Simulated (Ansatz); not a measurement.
**Cu: a changed input and its effect**

System: Cu (1 atom in the cell).
Method of run 1: DFT PBEsol, scalar-relativistic, plane waves, PAW, no spin polarisation (Ansatz 0.2.0).

The structure derives from a Materials Project entry. Text and figures count atoms from 1; the logs count them from 0 in places.

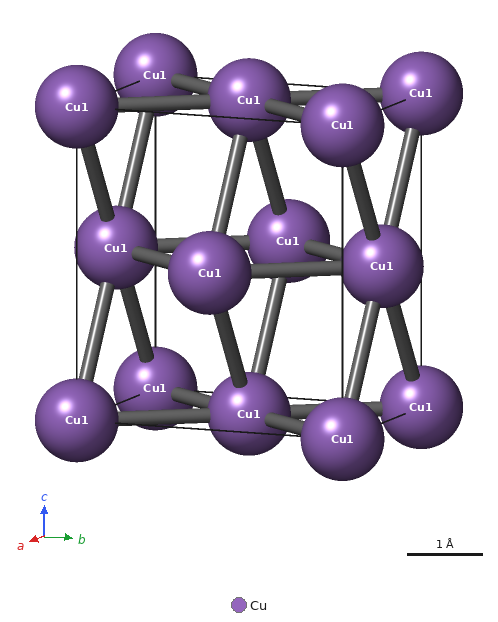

Figure 1. The structure (ball-and-stick view of the cell 4 times as large as that of the calculation, set on its symmetry axes, seen slightly off an axis; atoms are numbered from 1 in the order of the input). An atom can appear more than once, as a periodic image.

**Input, run 1**
```yaml
crystal:
  lattice:
    - [-1.514932986, 1.514932986, 1.37608145]
    - [1.514932986, -1.514932986, 1.37608145]
    - [1.370653654, 1.370653654, -1.37608145]
  atoms:
    - { symbol: Cu, position: [0.0, 0.0, 0.0] }
basis:
  ecutwfc: 420
kpoints:
  mp_grid: { grid: [24, 24, 24] }
hamiltonian:
  xc: pbesol
scf:
  occupations: { method: gaussian, width: 0.15 }
output:
  forces: true
  stress: true
  eigenvalues: true
```

Command:
```bash
ansatz run input.yaml --threads 1 --pin off --max-ram 2560MiB --backend cpu --events-out ev --progress --plain --runs-dir out
```

Hardware: 1 thread of Intel Xeon @ 2.50GHz (Skylake/Cascade Lake), 189 GiB of memory available, shared host.

**Output, shortened to warnings, some set-up lines, iterations and results (run 1)**
```
Basis set: ecut = 420 eV, 221 PW (Γ), exchange–correlation on 36×36×32 points (8 copies of the dense FFT grid, shifted against one another)
Symmetry: 8 space group operations
k-points: 1963 of 13824
Initial density: superposition of atomic densities (neutral atoms: chi_scale 0, normalization atom), corrected by the library's trained network
[...]
SCF iter   1: F=—  HF=-6588.699551 eV  |F-HF|=—  |Δ(HF+E_count)|=         —  Δρ=2.10e-2  dr2=2.60e-2  ethr=1.77e-3  ⟨swp⟩=5.1  Hψ=136468  notcnv=0
SCF iter   2: F=—  HF=-6588.693908 eV  |F-HF|=—  |Δ(HF+E_count)|=   5.64e-3  Δρ=5.48e-3  dr2=1.94e-3  ethr=1.37e-4  ⟨swp⟩=2.4  Hψ=52657  notcnv=0  defer=33
SCF iter   3: F=—  HF=-6588.693560 eV  |F-HF|=—  |Δ(HF+E_count)|=   3.48e-4  Δρ=1.33e-3  dr2=1.14e-4  ethr=1.02e-5  ⟨swp⟩=1.0  Hψ=26743  notcnv=0  defer=33
SCF iter   4: F=—  HF=-6588.693517 eV  |F-HF|=—  |Δ(HF+E_count)|=   4.27e-5  Δρ=5.18e-5  dr2=4.99e-8  ethr=6.02e-7  ⟨swp⟩=1.9  Hψ=35686  notcnv=0  defer=34
SCF iter   5: F=—  HF=-6588.693510 eV  |F-HF|=—  |Δ(HF+E_count)|=   6.79e-6  Δρ=9.43e-6  dr2=5.13e-9  ethr=2.63e-10  ⟨swp⟩=2.1  Hψ=44441  notcnv=0  defer=34
SCF iter   6: F=-6588.693510 eV  HF=-6588.693510 eV  |F-HF|=7.28e-12  |Δ(HF+E_count)|=   3.22e-9  Δρ=2.70e-7  dr2=2.30e-12  ethr=2.70e-11  ⟨swp⟩=3.3  Hψ=90394  notcnv=0
SCF 1 converged in 6 iterations: F = -6588.693510 eV  dr2 = 2.30e-12
SCF converged after 6 iterations
Free energy (F): -6588.693510 eV
Harris-Foulkes:  -6588.693510 eV  (|F-HF|=7.28e-12)
Internal energy: -6588.690342 eV  (E = F + TS)
E sigma→0 (E₀):  -6588.691926 eV
Entropy (-TS):   -0.003168 eV (-3.168 meV/atom)
Fermi energy:    17.296733 eV
--- Per-component energies (eV) ---
  E_band       = -349.407497
  E_kinetic    = 300.635976
  E_local      = -3996.776237  (includes V_loc(G=0)·N_el)
  E_nonlocal   = 391.546306
  E_hartree    = 1760.053561
  E_xc         = -89.304489
  E_vxc        = -115.760907  (∫ρ·V_xc dr)
  E_paw        = -1626.198979  (= ΣΔE_a)
  E_vpaw       = -449.160091  (= ΣTr[D̂ρ^β])
  E_aug_tail   = 0.000228  (compensation charges beyond the density's cutoff)
  E_ewald      = -3328.852910
  E_core_change = 0.206202  (= ΣΔE_core)
  E_smearing   = -0.003168  (= −TS)
  E_closure    = 0.000000  (closes the sum)
  Σ components = -6588.693510   (vs F -6588.693510, Δ=0.00e0)
--- Forces (eV/Å), atoms counted from 1 ---
  atom   1  Cu     0.00000000     0.00000000    -0.00000000
  max |Σ_I F_I| component: 2.47e-32 eV/Å
--- Stress (GPa, compression-positive) ---
        0.366081      11.870989      -0.000000
       11.870989       0.366081       0.000000
       -0.000000       0.000000       1.404438
  P = ⅓ Tr σ = 0.7122 GPa (7.122 kbar)
```

The input of run 2 differs as follows (lines with − go, lines with + come):
```diff
-    - [-1.514932986, 1.514932986, 1.37608145]
-    - [1.514932986, -1.514932986, 1.37608145]
-    - [1.370653654, 1.370653654, -1.37608145]
+    - [-1.3886885705, 1.3886885705, 1.37608145]
+    - [1.3886885705, -1.3886885705, 1.37608145]
+    - [1.4968980695, 1.4968980695, -1.37608145]
```

What does this change do to the results?

With the same functional and potentials, run 2 lies 18.5 meV per atom lower. The pressure goes from 0.71 to −0.22 GPa. The number of SCF iterations is the same. The plane waves at Γ go from 221 to 213.

**Output, shortened to warnings, some set-up lines, iterations and results (run 2)**
```
Basis set: ecut = 420 eV, 213 PW (Γ), exchange–correlation on 36×36×36 points (8 copies of the dense FFT grid, shifted against one another)
Symmetry: 8 space group operations
k-points: 1963 of 13824
Initial density: superposition of atomic densities (neutral atoms: chi_scale 0, normalization atom), corrected by the library's trained network
[...]
SCF iter   1: F=—  HF=-6588.718177 eV  |F-HF|=—  |Δ(HF+E_count)|=         —  Δρ=2.13e-2  dr2=2.68e-2  ethr=1.77e-3  ⟨swp⟩=5.1  Hψ=136379  notcnv=0
SCF iter   2: F=—  HF=-6588.712383 eV  |F-HF|=—  |Δ(HF+E_count)|=   5.79e-3  Δρ=5.60e-3  dr2=2.05e-3  ethr=1.41e-4  ⟨swp⟩=2.4  Hψ=52725  notcnv=0  defer=37
SCF iter   3: F=—  HF=-6588.712015 eV  |F-HF|=—  |Δ(HF+E_count)|=   3.68e-4  Δρ=1.36e-3  dr2=1.20e-4  ethr=1.08e-5  ⟨swp⟩=1.0  Hψ=26760  notcnv=0  defer=37
SCF iter   4: F=—  HF=-6588.711970 eV  |F-HF|=—  |Δ(HF+E_count)|=   4.49e-5  Δρ=5.22e-5  dr2=4.78e-8  ethr=6.31e-7  ⟨swp⟩=1.9  Hψ=35523  notcnv=0  defer=37
SCF iter   5: F=—  HF=-6588.711965 eV  |F-HF|=—  |Δ(HF+E_count)|=   5.19e-6  Δρ=9.88e-6  dr2=5.61e-9  ethr=2.51e-10  ⟨swp⟩=2.1  Hψ=45130  notcnv=0  defer=37
SCF iter   6: F=-6588.711965 eV  HF=-6588.711965 eV  |F-HF|=9.09e-12  |Δ(HF+E_count)|=   3.61e-9  Δρ=3.16e-7  dr2=3.45e-12  ethr=2.95e-11  ⟨swp⟩=3.3  Hψ=90520  notcnv=0
SCF 1 converged in 6 iterations: F = -6588.711965 eV  dr2 = 3.45e-12
SCF converged after 6 iterations
Free energy (F): -6588.711965 eV
Harris-Foulkes:  -6588.711965 eV  (|F-HF|=9.09e-12)
Internal energy: -6588.708518 eV  (E = F + TS)
E sigma→0 (E₀):  -6588.710241 eV
Entropy (-TS):   -0.003447 eV (-3.447 meV/atom)
Fermi energy:    17.273023 eV
--- Per-component energies (eV) ---
  E_band       = -349.790495
  E_kinetic    = 300.564235
  E_local      = -3995.345857  (includes V_loc(G=0)·N_el)
  E_nonlocal   = 391.461667
  E_hartree    = 1759.161886
  E_xc         = -89.285883
  E_vxc        = -115.735887  (∫ρ·V_xc dr)
  E_paw        = -1626.142657  (= ΣΔE_a)
  E_vpaw       = -449.058844  (= ΣTr[D̂ρ^β])
  E_aug_tail   = 0.000279  (compensation charges beyond the density's cutoff)
  E_ewald      = -3329.328388
  E_core_change = 0.206202  (= ΣΔE_core)
  E_smearing   = -0.003447  (= −TS)
  E_closure    = -0.000000  (closes the sum)
  Σ components = -6588.711965   (vs F -6588.711965, Δ=0.00e0)
--- Forces (eV/Å), atoms counted from 1 ---
  atom   1  Cu     0.00000000     0.00000000     0.00000000
  max |Σ_I F_I| component: 6.16e-33 eV/Å
--- Stress (GPa, compression-positive) ---
       -0.398481      -8.783285       0.000000
       -8.783285      -0.398481       0.000000
        0.000000       0.000000       0.122788
  P = ⅓ Tr σ = -0.2247 GPa (-2.247 kbar)
```

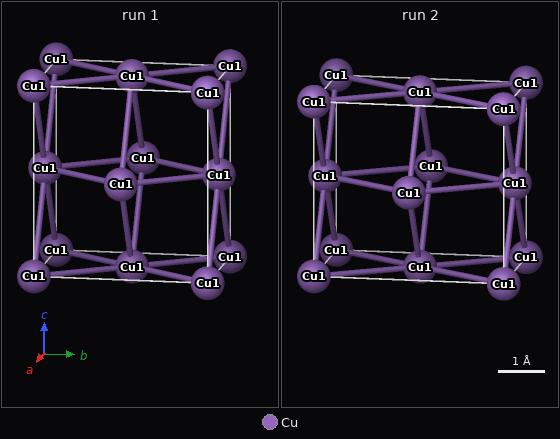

Figure 2. The two input geometries at one scale (ball-and-stick view of the cell 4 times as large as that of the calculation, set on its symmetry axes, seen slightly off an axis). The atoms keep their places relative to the cell (all moves are under 0.005 Å). The drawn cell changes as follows: a stays at 2.752 Å, b 3.877 → 4.234 Å (+9.2 %), c 4.285 → 3.928 Å (−8.3 %); the volume changes by +0.1 %. Among the contacts that change: Cu1–Cu1 2.546 → 2.398 Å.

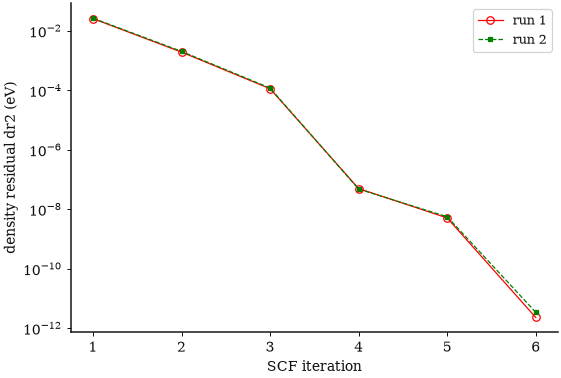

Figure 3. Convergence of the two runs: density residual dr2 against the SCF iteration. Run 1 takes 6 iterations in all, and run 2 takes 6.

**The two runs side by side**

| quantity | run 1 | run 2 |
| --- | --- | --- |
| outcome | converged | converged |
| free energy per atom (eV) | −6588.6935 | −6588.7120 |
| energy per atom, smearing taken to zero (eV) | −6588.6919 | −6588.7102 |
| gap on the mesh (eV) | 0.00 | 0.00 |
| pressure (GPa) | 0.71 | −0.22 |
| volume per atom (Å³) | 11.43 | 11.44 |
| largest force (eV/Å) | 0.000 | 0.000 |
| SCF iterations | 6 | 6 |
| irreducible k-points | 1963 | 1963 |
| plane waves at Γ | 221 | 213 |
| wall time (shared host) | 34 s | 34 s |
